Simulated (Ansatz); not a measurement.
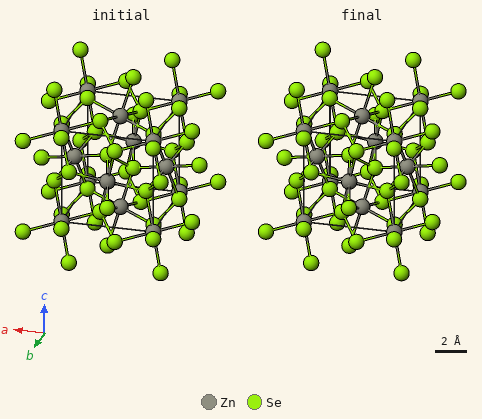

The structure of crystalline ZnSe₂ (set up in Pbca) before (left) and after (right) a relaxation, at one scale.

The picture is a ball-and-stick view of the cell of the calculation, reduced to other axes, seen from a free direction. Lengths and directions refer to the drawn axes.

Case: biaxial strain in the a-b plane of +3.0 %; c and atoms relaxed.

All numbers below come from Ansatz, DFT r2SCAN, scalar-relativistic, plane waves, PAW.

Input
```yaml
crystal:
  lattice:
    - [6.496183137, 0.0, 0.0]
    - [0.0, 6.496183137, 0.0]
    - [0.0, 0.0, 6.1934483888]
  atoms:
    - { symbol: Zn, position: [0.5, 0.5, 0.0] }
    - { symbol: Zn, position: [0.5, 0.0, 0.5] }
    - { symbol: Zn, position: [0.0, 0.5, 0.5] }
    - { symbol: Zn, position: [0.0, 0.0, 0.0] }
    - { symbol: Se, position: [0.107611194, 0.892984292, 0.3906263345] }
    - { symbol: Se, position: [0.892388806, 0.392984292, 0.1093736655] }
    - { symbol: Se, position: [0.392388806, 0.107015708, 0.8906263345] }
    - { symbol: Se, position: [0.607611194, 0.607015708, 0.6093736655] }
    - { symbol: Se, position: [0.892388806, 0.107015708, 0.6093736655] }
    - { symbol: Se, position: [0.107611194, 0.607015708, 0.8906263345] }
    - { symbol: Se, position: [0.607611194, 0.892984292, 0.1093736655] }
    - { symbol: Se, position: [0.392388806, 0.392984292, 0.3906263345] }
basis:
  ecutwfc: 500
kpoints:
  mp_grid: { grid: [4, 4, 4] }
hamiltonian:
  xc: r2scan
scf:
  occupations: { method: gaussian, width: 0.02 }
output:
  forces: true
  stress: true
  eigenvalues: true
relax:
  adjacent_minimum: "off"
  f_tol: 0.008
  max_steps: 40
  cell: { stress_tol: 0.015, fix: [a, b, gamma] }
```

Launched with:
```bash
ansatz run input.yaml --threads 2 --pin off --max-ram 5120MiB --backend cpu --events-out ev --progress --plain --runs-dir out
```

Question: What changed between the two?

Answer: The largest moves relative to the cell, 0.013 Å, are those of 8 atoms (Se5, Se6, Se7, Se8 and others). Se8 goes along [3 −2 −3]. Zn stays in place. The drawn cell changes as follows: a 6.193 → 6.100 Å (−1.5 %), b = c unchanged at 6.496 Å; the volume changes by −1.5 %. Near-neighbour distances that change, for instance: Zn1–Se12 2.612 → 2.568 Å, Se5–Se9 2.392 → 2.372 Å, Zn1–Se11 2.732 → 2.738 Å. The space group stays Pbca (No. 61). Over 3 accepted moves (4 points after the start) the energy falls by 2.2 meV per atom. Largest force component: 0.12 eV/Å at the start, 0.0018 eV/Å at the end. The pressure goes from −2.46 to −1.15 GPa. At 1 point the geometry stayed and the basis and grid were re-selected for the new cell (energy shift of less than 0.05 meV per atom at most each time).
